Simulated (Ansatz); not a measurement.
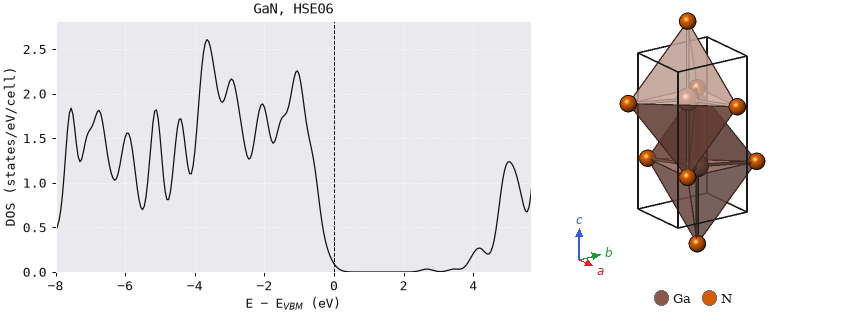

Density of states, beside the structure. Energies are counted from the top of the valence band. The curve is built from the levels of the k mesh with Gaussians 0.4 eV wide, which also blur the band edges.

This input was run:

```
crystal:
  lattice:
    - [3.3000348257, 0.0, 0.0]
    - [-1.6500174128, 2.8579139924, 0.0]
    - [0.0, 0.0, 4.7558746756]
  atoms:
    - { symbol: Ga, position: [0.3333333333, 0.6666666667, 0.25] }
    - { symbol: Ga, position: [0.6666666667, 0.3333333333, 0.75] }
    - { symbol: "N", position: [0.6666666667, 0.3333333333, 0.25] }
    - { symbol: "N", position: [0.3333333333, 0.6666666667, 0.75] }
kpoints:
  mp_grid: { grid: [6, 6, 4] }
  band_path:
    path:
      - [0.0, 0.0, 0.0]
      - [0.5, 0.0, 0.0]
      - [0.3333333333, 0.3333333333, 0.0]
      - [0.0, 0.0, 0.5]
      - [0.5, 0.0, 0.5]
      - [0.3333333333, 0.3333333333, 0.5]
    npoints: 1
hamiltonian:
  xc: hse06
scf:
  occupations: { method: fixed }
  n_extra_bands: 5
output:
  forces: true
  stress: true
  eigenvalues: true
  write_density: true
  write_potential: true
  elf: true
  volumetric_format: npy
```

Run as:
```bash
ansatz run input.yaml --threads 2 --pin off --max-ram 2211MiB --backend cpu --events-out ev --progress --plain --runs-dir out
```

### Is there a gap at the Fermi level, and how wide?

There is a gap; over the k points computed it is 2.67 eV (direct among those points).
